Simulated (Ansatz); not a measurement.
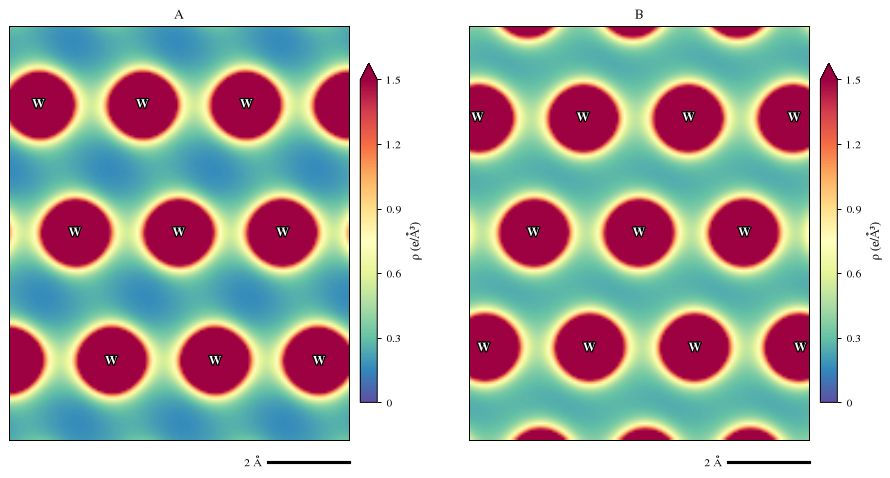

W. The valence pseudo-density of two cells that differ in size and shape, on the (11̄0) plane of each (indices in the axes of the calculation cell), at one length scale and on one colour scale; one has 15.5 and the other 16.1 Å³ an atom.

These are results of DFT PBE, scalar-relativistic, plane waves, PAW (Ansatz 0.2.0), not measurements.

In a PAW calculation such maps are meaningful between the atoms, not at the nuclei.

The larger cell:

```cif
data_structure
_symmetry_space_group_name_H-M 'P 1'
_symmetry_Int_Tables_number 1
_cell_length_a 2.5730
_cell_length_b 2.5730
_cell_length_c 2.5730
_cell_angle_alpha 100.089
_cell_angle_beta 100.089
_cell_angle_gamma 100.089
_cell_volume 16.13
loop_
_atom_site_label
_atom_site_type_symbol
_atom_site_fract_x
_atom_site_fract_y
_atom_site_fract_z
_atom_site_occupancy
W1 W 0.00000 0.00000 0.00000 1
```

The smaller cell: a = 2.614 Å, b = 2.614 Å, c = 2.614 Å, α = 105.36°, β = 105.36°, γ = 105.36°.

> Which is the denser cell? Describe the effect of the change.

Panel B is the smaller cell, by 4 % in volume. From the larger cell to the smaller, W–W goes from 2.57 to 2.61 Å, and the density at its midpoint from 0.56 to 0.51 e/Å³; the pressure goes from 22 to 22 GPa.

PAW datasets: the set soft_1.
